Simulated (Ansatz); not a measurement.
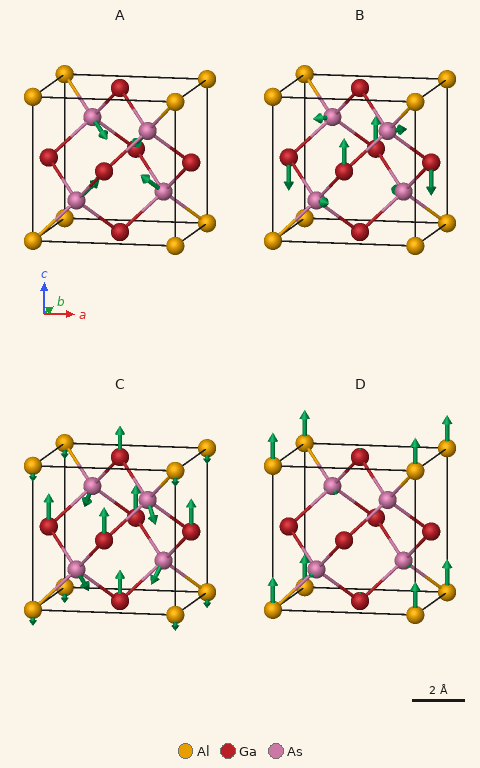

Four optical modes of a crystal of AlGa$_{3}$As$_{4}$ (a generated structure) at the zone centre, in no order (one member of each degenerate set). The green arrows are the displacements of the atoms (eigenvector over the root of the mass), of arbitrary overall length and sign. A ball-and-stick model of the cell of the calculation, seen slightly off an axis.

Theory: Ansatz 0.2.0, DFT PBEsol, scalar-relativistic, plane waves, PAW. Set-up: plane-wave cutoff 420 eV; k-point mesh 6 × 6 × 6; occupations fixed; no spin polarisation.

Frequencies are those without the non-analytic (LO–TO) term.

### Order them from the lowest to the highest frequency (imaginary ones first).

B (72 cm⁻¹), A (218 cm⁻¹), C (254 cm⁻¹), D (354 cm⁻¹). B, T₁: The Al atoms stay at rest; atoms of one kind move against one another, with no net shift of any sublattice; it mainly bends the Al–As, As–Ga bonds; the kinetic energy is shared as Ga 56 %, As 44 %. A, A₁: The Al and Ga atoms stay at rest; atoms of one kind move against one another, with no net shift of their sublattice; it stretches the shortest Al–As bonds (2.45 Å). C, T₂: The kinetic energy is shared as Ga 52 %, As 47 %, Al 1 %. D, T₂: The kinetic energy is shared as Al 80 %, As 19 %, Ga 1 %.
